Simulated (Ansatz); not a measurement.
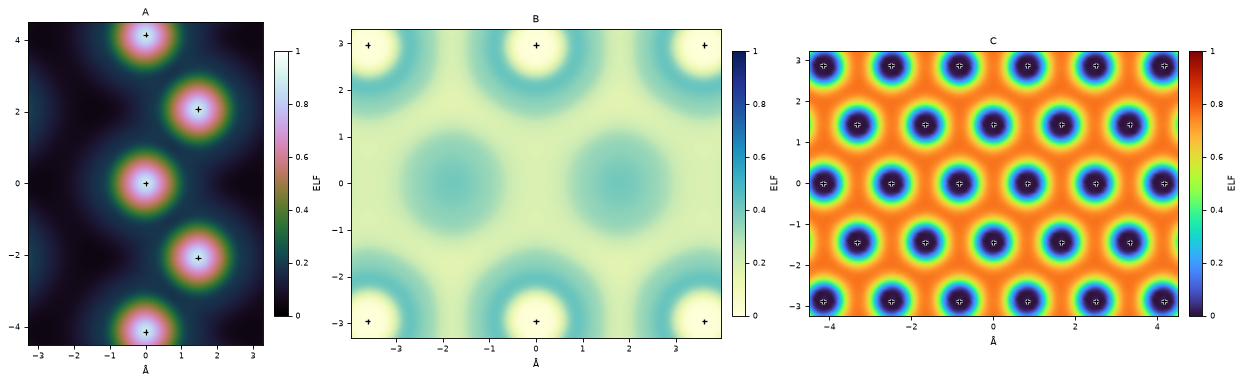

The electron localisation function of 3 systems, each on a plane through atoms (crosses mark nuclei in the plane).

These are results of DFT, PBEsol, plane waves (420 eV) with PAW, scalar-relativistic (Ansatz 0.2.0), not measurements.

System 1: Ag, the (110) plane of the conventional cell. Space group Fd-3m; set up as Ag, diamond; a generated structure, not necessarily the stable one; changed on purpose from its base cell (volume × 0.92); computed pressure about 4 GPa in this cell.

System 2: B, the (001) plane of the conventional cell. Space group P6₃/mmc; set up as B, hcp; a generated structure, not necessarily the stable one; changed on purpose from its base cell (volume × 0.92); computed pressure about 17 GPa in this cell.

```
B
1.0
     1.66297    0.00000    0.00000
    -0.83149    1.44018    0.00000
     0.00000    0.00000    6.97204
B
2
Direct
  0.33333 0.66667 0.25000
  0.66667 0.33333 0.75000
```

System 3: Pb, the (100) plane of the conventional cell. Space group P6₃/mmc; set up as Pb, hcp; a generated structure, not necessarily the stable one; changed on purpose from its base cell (volume × 1.12); computed pressure about −4 GPa in this cell.

```
Pb
1.0
     3.61006    0.00000    0.00000
    -1.80503    3.12640    0.00000
     0.00000    0.00000    5.92088
Pb
2
Direct
  0.33333 0.66667 0.25000
  0.66667 0.33333 0.75000
```

### Which map belongs to which system?

Panel A is system 1, Ag: the plane holds Ag. Ag–Ag (2.54 Å): the ELF is about 0.20 at the midpoint: no localised pair shows between them. Panel B is system 3, Pb: the plane holds Pb. Pb–Pb (3.61 Å): the ELF is about 0.20 at the midpoint: no localised pair shows between them. Panel C is system 2, B: the plane holds B. B–B (1.66 Å): the ELF peaks at about 0.75 between the atoms.
